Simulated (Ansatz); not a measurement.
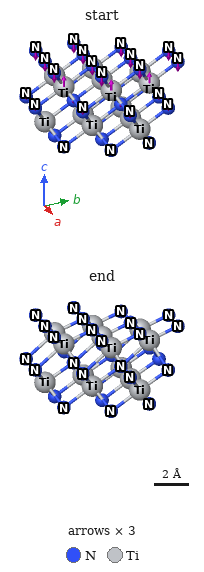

The structure of a slab of composition Ti$_{4}$N$_{5}$ (cut from the Fm-3m phase) before (top) and after (bottom) a constrained relaxation, at one scale. The purple arrows give the displacements, 3 times their true length.

The picture is a ball-and-stick view of the atoms within 5.0 Å of the atom that moves most (axes of the 3 × 3 repeat of the cell, outlined in the plane, without the vacuum), seen slightly off an axis.

Case: clean slab, lower half held. The slab is the (1 1 1) face of TiN. 4 atoms are held fixed.

The calculation used Ansatz 0.2.0, DFT PBEsol, scalar-relativistic, plane waves, PAW.

Input file:
```yaml
crystal:
  lattice:
    - [2.9726300482, 0.0, 0.0]
    - [-1.4863150241, 2.5743731378, 0.0]
    - [0.0, 0.0, 26.7085690827]
  atoms:
    - { symbol: "N", position: [0.3333333333, 0.6666666667, 0.318249921] }
    - { symbol: Ti, position: [0.6666666667, 0.3333333333, 0.3636874407] }
    - { symbol: "N", position: [0.0, 0.0, 0.4091249605] }
    - { symbol: Ti, position: [0.3333333333, 0.6666666667, 0.4545624802] }
    - { symbol: "N", position: [0.6666666667, 0.3333333333, 0.5] }
    - { symbol: Ti, position: [0.0, 0.0, 0.5454375198] }
    - { symbol: "N", position: [0.3333333333, 0.6666666667, 0.5908750395] }
    - { symbol: Ti, position: [0.6666666667, 0.3333333333, 0.6363125593] }
    - { symbol: "N", position: [0.0, 0.0, 0.681750079] }
basis:
  ecutwfc: 420
kpoints:
  mp_grid: { grid: [12, 12, 1] }
hamiltonian:
  xc: pbesol
scf:
  occupations: { method: gaussian, width: 0.1 }
output:
  forces: true
  eigenvalues: true
  write_density: true
  write_potential: true
  elf: true
  volumetric_format: npy
relax:
  adjacent_minimum: "off"
  f_tol: 0.03
  max_steps: 70
  constraints: [{ sites: [0, 1, 2, 3] }]
efield:
  axis: 3
  dipole_correction: true
  ramp_width: 0.04
```

Run as
```bash
ansatz run input.yaml --threads 2 --pin off --max-ram 5120MiB --backend cpu --events-out ev --progress --plain --runs-dir out
```

What changed between the two?

Over 5 geometry steps the energy falls by 1.305 eV per cell of the calculation. The largest force component goes from 5.7 to 0.0015 eV/Å. The atom that moves furthest is Ti8 (0.22 Å along the normal (+c)). By element the largest moves are Ti 0.22 Å, N 0.21 Å. The cell stays as it was. Among the contacts that change: Ti8–N9 2.102 → 1.885 Å, N7–Ti8 2.102 → 2.283 Å, Ti6–Ti8 2.973 → 3.143 Å, Ti6–N7 2.102 → 2.054 Å. Bond angles that change, for instance: N7–Ti8–N9 180.0° → 163.2°, N9–Ti8–N9 90.0° → 104.1°, Ti8–N9–Ti8 90.0° → 104.1°.

Limits of the set-up: the cell has an odd number of electrons but was run without spin polarisation.
